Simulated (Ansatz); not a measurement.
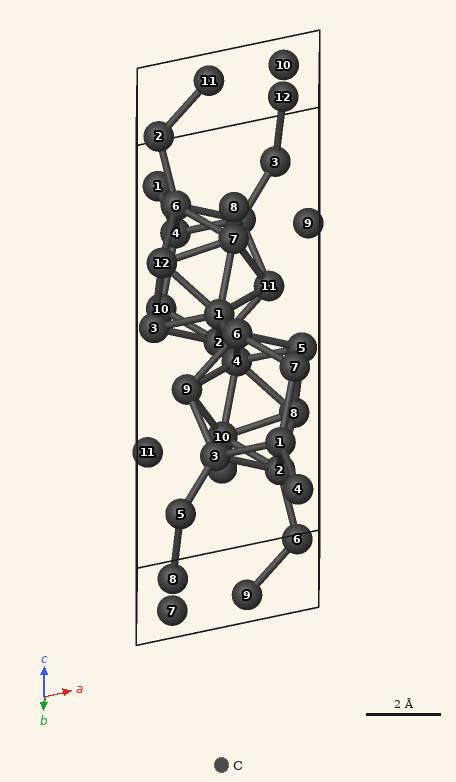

The input geometry (ball-and-stick view of the cell 3 times as large as that of the calculation, set on its symmetry axes, seen at an oblique angle; atoms are numbered from 1 in the order of the input). Near neighbours in the crystal (not all of them lie inside the picture): C has 6 C at 1.95 to 2.11 Å; C has 5 C at 2.08 to 2.11 Å.

# Run report: C, single-point calculation

- system: C (R-3m, 12 atoms in the cell)
- method: DFT PBE, scalar-relativistic, plane waves, PAW, no spin polarisation (Ansatz 0.2.0)

The structure was made by swapping elements on the sites of another compound; it need not be a known phase. It belongs to a series of runs on one base structure; here: alpha-boron type (R-3m, No. 166). Figures and captions count atoms from 1; the log counts them from 0 in places.

**The input**
```yaml
crystal:
  lattice:
    - [2.8676954686, 1.6556647507, 4.8905740518]
    - [-2.8676954686, 1.6556647507, 4.8905740518]
    - [0.0, -3.3113295014, 4.8905740518]
  atoms:
    - { symbol: C, position: [0.01019, 0.65361, 0.01019] }
    - { symbol: C, position: [0.01019, 0.01019, 0.65361] }
    - { symbol: C, position: [0.65361, 0.01019, 0.01019] }
    - { symbol: C, position: [0.98981, 0.34639, 0.98981] }
    - { symbol: C, position: [0.34639, 0.98981, 0.98981] }
    - { symbol: C, position: [0.98981, 0.98981, 0.34639] }
    - { symbol: C, position: [0.22118, 0.6306, 0.22118] }
    - { symbol: C, position: [0.22118, 0.22118, 0.6306] }
    - { symbol: C, position: [0.6306, 0.22118, 0.22118] }
    - { symbol: C, position: [0.77882, 0.3694, 0.77882] }
    - { symbol: C, position: [0.3694, 0.77882, 0.77882] }
    - { symbol: C, position: [0.77882, 0.77882, 0.3694] }
basis:
  ecutwfc: 420
kpoints:
  mp_grid: { grid: [6, 6, 6] }
hamiltonian:
  xc: pbe
scf:
  occupations: { method: gaussian, width: 0.1 }
  lower_state_search: "off"
output:
  forces: true
  stress: true
  eigenvalues: true
```

Machine: 1 thread of an x86-64 CPU, shared host.

**Log**
```
Engine: ansatz 0.2.0, x86_64-unknown-linux-gnu
Pseudopotentials: kind: paw
Pseudopotential: C, paw, valence charge 4, recommended cutoff 420 eV (normal), C.paw.azcp
Functional definition: PBE
  parameter kappa = 0.804
  parameter beta = 0.06672455060314922
  exchange = pbe_x(kappa = kappa, mu = beta*pi^2/3)
  correlation = pbe_c(beta = beta)
Crystal: 12 atoms, lattice volume = 139.321 Å³
Basis set: ecut = 420 eV, 2741 PW (Γ), exchange–correlation on 80×80×80 points (8 copies of the dense FFT grid, shifted against one another)
Bands: 36, of which v1, the nominal top of the filled ones, is band 24 counted from 1 (23 counted from 0)
Symmetry: 12 space group operations
Space group: R-3m (ITA 166), of the structure as read, at distance tolerance 5.2e-5 Å
k-points: 32 of 216
Non-local potential: C, projectors of the file, l = 0: 2, l = 1: 2, l = 2: 1
PAW form: soft (Blöchl's): semilocal exchange-correlation on the pseudo side does not see the compensation charge
PAW one-centre angular grid: C, 110 points (default); XC on 64 Gauss nodes
Initial density: superposition of atomic densities (neutral atoms: chi_scale 0, normalization atom), corrected by the library's trained network
Initial wavefunctions: pseudopotential atomic-orbital guess
Functional: x = pbe(κ = 0.804, μ = 0.2195149727645171), c = pbe(β = 0.06672455060314922)
SCF iter   1: F=—  HF=-2962.720316 eV  |F-HF|=—  |Δ(HF+E_count)|=         —  Δρ=1.08e-2  dr2=1.24e-1  ethr=1.77e-3  ⟨swp⟩=4.8  Hψ=4755  notcnv=0
preconditioner: auto → LDOS  [metal: Δε(μ)=0.013 eV  Ē_g=8.659 eV  σ=0.100 eV  W_gap=0.07  n_scr=26 (ndim 8)  ℏωp=21.8 eV  f_vac=0.037  D(μ)=7.49/eV (n_scr^D=64)  β→1.0]
SCF iter   2: F=—  HF=-2962.706588 eV  |F-HF|=—  |Δ(HF+E_count)|=   1.37e-2  Δρ=5.76e-3  dr2=4.00e-2  ethr=2.59e-4  ⟨swp⟩=2.0  Hψ=2095  notcnv=0  defer=164
SCF iter   3: F=—  HF=-2962.698648 eV  |F-HF|=—  |Δ(HF+E_count)|=   7.94e-3  Δρ=8.14e-4  dr2=1.35e-3  ethr=8.34e-5  ⟨swp⟩=2.0  Hψ=1595  notcnv=0  defer=164
SCF iter   4: F=—  HF=-2962.698700 eV  |F-HF|=—  |Δ(HF+E_count)|=   5.23e-5  Δρ=2.09e-4  dr2=6.66e-5  ethr=2.82e-6  ⟨swp⟩=2.0  Hψ=1692  notcnv=0  defer=164
SCF iter   5: F=—  HF=-2962.698747 eV  |F-HF|=—  |Δ(HF+E_count)|=   4.68e-5  Δρ=5.82e-5  dr2=5.36e-6  ethr=1.39e-7  ⟨swp⟩=2.0  Hψ=1719  notcnv=0  defer=143
SCF iter   6: F=—  HF=-2962.698746 eV  |F-HF|=—  |Δ(HF+E_count)|=   4.42e-7  Δρ=1.52e-5  dr2=3.23e-7  ethr=1.12e-8  ⟨swp⟩=2.0  Hψ=1680  notcnv=0  defer=143
SCF iter   7: F=-2962.698747 eV  HF=-2962.698747 eV  |F-HF|=1.93e-9  |Δ(HF+E_count)|=   2.17e-7  Δρ=4.20e-6  dr2=2.05e-8  ethr=2.08e-10  ⟨swp⟩=9.6  Hψ=4913  notcnv=0
SCF 1 converged in 7 iterations: F = -2962.698747 eV  dr2 = 2.05e-8
  greatest PAW one-centre occupation: 0.759 electrons in one spin orbital (limit 2), on the C atom at site 11 (counted from 0), in its partial waves of l = 0
```

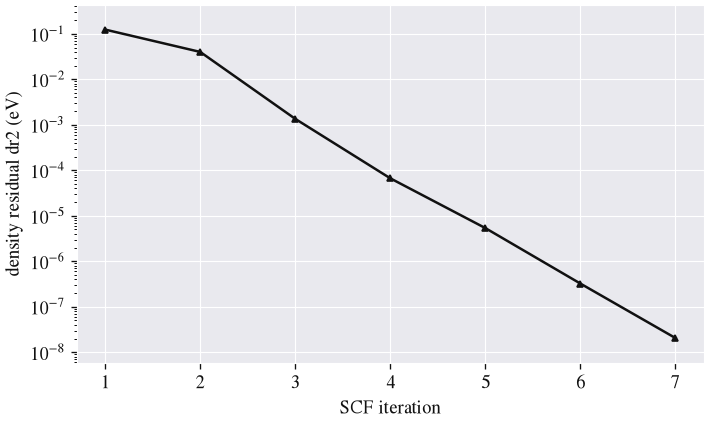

Convergence of the self-consistent field: density residual dr2 against the SCF iteration. The residual falls at every step.

```
SCF converged after 7 iterations
Free energy (F): -2962.698747 eV
Harris-Foulkes:  -2962.698747 eV  (|F-HF|=1.93e-9)
Internal energy: -2962.661753 eV  (E = F + TS)
E sigma→0 (E₀):  -2962.680250 eV
Entropy (-TS):   -0.036994 eV (-3.083 meV/atom)
Fermi energy:    4.804365 eV
--- Per-component energies (eV) ---
  E_band       = -95.753879
  E_kinetic    = 890.698223
  E_local      = -1277.445991  (includes V_loc(G=0)·N_el)
  E_nonlocal   = 337.594279
  E_hartree    = 330.740280
  E_xc         = -535.905444
  E_vxc        = -659.794886  (∫ρ·V_xc dr)
  E_paw        = -1165.700673  (= ΣΔE_a)
  E_vpaw       = -48.287686  (= ΣTr[D̂ρ^β])
  E_aug_tail   = 0.000013  (compensation charges beyond the density's cutoff)
  E_ewald      = -1542.642441
  E_smearing   = -0.036994  (= −TS)
  E_closure    = -0.000000  (closes the sum)
  Σ components = -2962.698747   (vs F -2962.698747, Δ=0.00e0)
--- Forces (eV/Å), atoms counted from 1 ---
  atom   1  C     -1.12585670     0.65001367    -0.22159580
  atom   2  C     -0.00000000    -1.30002733    -0.22159580
  atom   3  C      1.12585670     0.65001367    -0.22159580
  atom   4  C      1.12585670    -0.65001367     0.22159580
  atom   5  C     -1.12585670    -0.65001367     0.22159580
  atom   6  C      0.00000000     1.30002733     0.22159580
  atom   7  C     -1.16149400     0.67058887    -0.49205052
  atom   8  C     -0.00000000    -1.34117775    -0.49205052
  atom   9  C      1.16149400     0.67058887    -0.49205052
  atom  10  C      1.16149400    -0.67058887     0.49205052
  atom  11  C     -1.16149400    -0.67058887     0.49205052
  atom  12  C     -0.00000000     1.34117775     0.49205052
  max |Σ_I F_I| component: 2.41e-16 eV/Å
--- Stress (GPa, compression-positive) ---
      -26.215677       0.000000      -0.000000
        0.000000     -26.215677      -0.000000
        0.000000      -0.000000     -25.538749
  P = ⅓ Tr σ = -25.9900 GPa (-259.900 kbar)
--- Band table (eV; the first three rows and the last of 32) ---
  k-point 0: bands = ["-11.5073", "-8.0515", "-7.6685", "-7.6685", "-6.5609", "-6.0545", "-6.0545", "-4.6744", "-4.6744", "-3.5334", "-2.4792", "-1.0324", "-0.2498", "-0.2498", "0.6255", "0.6255", "0.7309", "0.7309", "1.1912", "1.8386", "4.3832", "4.8777", "4.8777", "4.9661", "4.9661", "5.2581", "5.2581", "6.0164", "7.0726", "7.0852", "7.3937", "7.5722", "7.5722", "7.6452", "7.6923", "7.6923"]
  k-point 1: bands = ["-11.4081", "-8.2801", "-8.0093", "-7.7333", "-6.3419", "-6.0508", "-5.7504", "-5.0512", "-4.5028", "-2.8227", "-2.1787", "-0.8476", "-0.8212", "-0.2343", "-0.0414", "0.4619", "0.7835", "0.8274", "1.4637", "2.2879", "3.8269", "4.2682", "4.3304", "4.6871", "5.0246", "5.7266", "6.0628", "6.2914", "6.5931", "6.7305", "7.1158", "7.4141", "7.5410", "7.6419", "7.6964", "7.7183"]
  k-point 2: bands = ["-11.1581", "-8.9160", "-8.2755", "-7.8455", "-6.1551", "-6.0739", "-5.4381", "-4.9424", "-4.0699", "-2.4796", "-1.5829", "-1.2494", "-0.6311", "-0.1783", "0.0336", "0.4271", "0.5227", "0.8247", "1.2283", "2.2745", "2.9074", "3.8404", "3.9989", "5.0084", "5.0809", "5.3150", "5.7394", "5.8038", "6.6450", "6.9170", "7.2155", "7.2292", "7.3574", "7.6181", "7.6345", "7.7024"]
  k-point 31: bands = ["-10.9431", "-9.6616", "-8.0958", "-8.0958", "-5.6032", "-4.9049", "-4.9049", "-3.7369", "-3.7067", "-3.7067", "-3.6563", "-3.6563", "-0.8326", "-0.5086", "0.4172", "1.0190", "1.0190", "2.0607", "3.1939", "3.2763", "3.2763", "3.3572", "3.3572", "4.7072", "4.8085", "4.8085", "5.4753", "5.5821", "5.5821", "6.7874", "7.2612", "7.2612", "7.2967", "7.2967", "7.7059", "8.1834"]
```

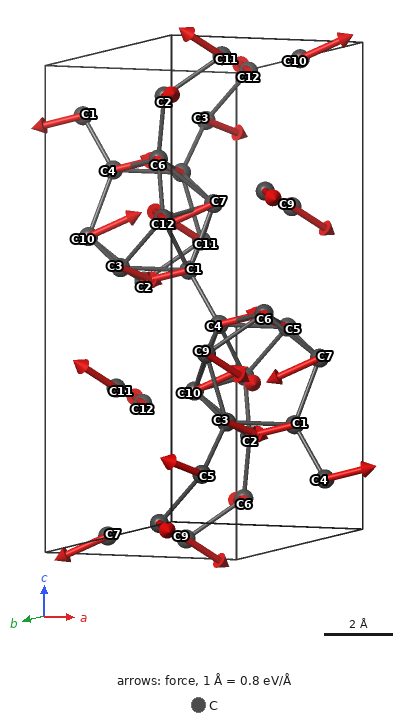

Forces on the atoms as red arrows (ball-and-stick view of the cell 3 times as large as that of the calculation, set on its symmetry axes, seen at an oblique angle; atoms are numbered from 1 in the order of the input). The largest act on C7, C8, C9, C10, C11, C12 (1.43 eV/Å); C1, C2, C3, C4, C5, C6 (1.32 eV/Å). The geometry is not a stationary point of this energy.

**Key numbers**

- outcome: converged
- space group (tolerance 0.01 Å): R-3m (166)
- electrons treated: 48
- free energy: −2962.6987 eV
- Fermi energy: 4.804 eV
- gap on the k-point mesh: none (metallic)
- pressure: −25.99 GPa
- largest force (length of the vector): 1.429 eV/Å
- wall time: 7.2 s
- peak memory: 0.55 GiB

**Remarks**

The cell is under a tension of 26 GPa at this level, so it is not at its equilibrium volume.
